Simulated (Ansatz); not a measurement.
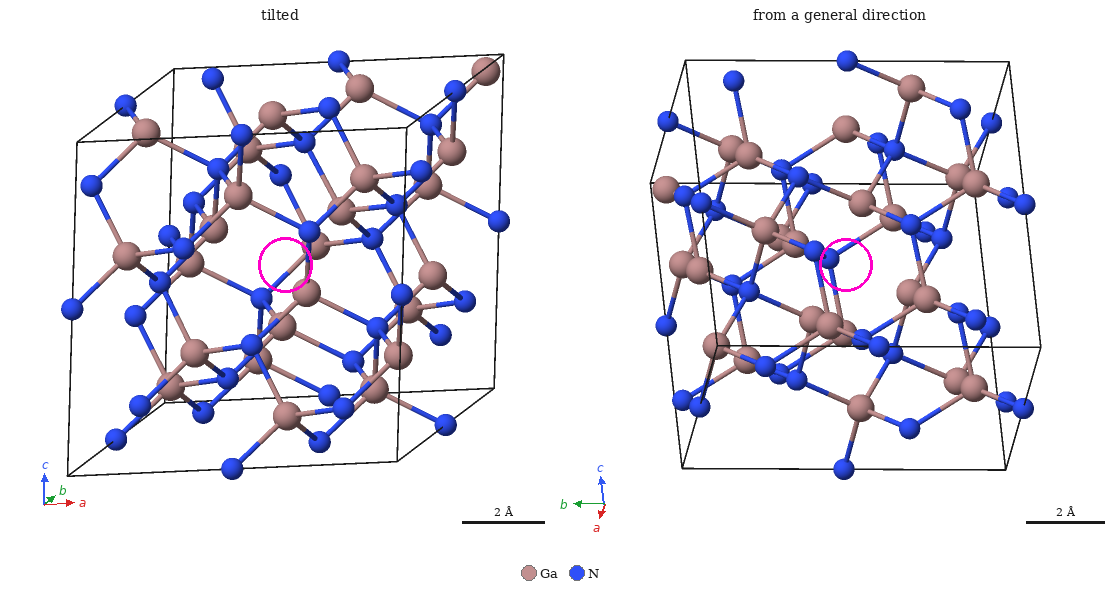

The image is a ball-and-stick drawing of a crystal, viewed slightly off an axis and from a general direction. The edges of the supercell are marked. The host is GaN, in a cell of 48 sites, and the cell carries a charge of +1. A ring marks the defect's site.

### Where does the cell differ from the host, and how?

A nitrogen vacancy. Around the empty site lie four Ga at about 2.0 Å.

The atoms were relaxed in the host's cell with DFT PBE, scalar-relativistic, plane waves, PAW (Ansatz).
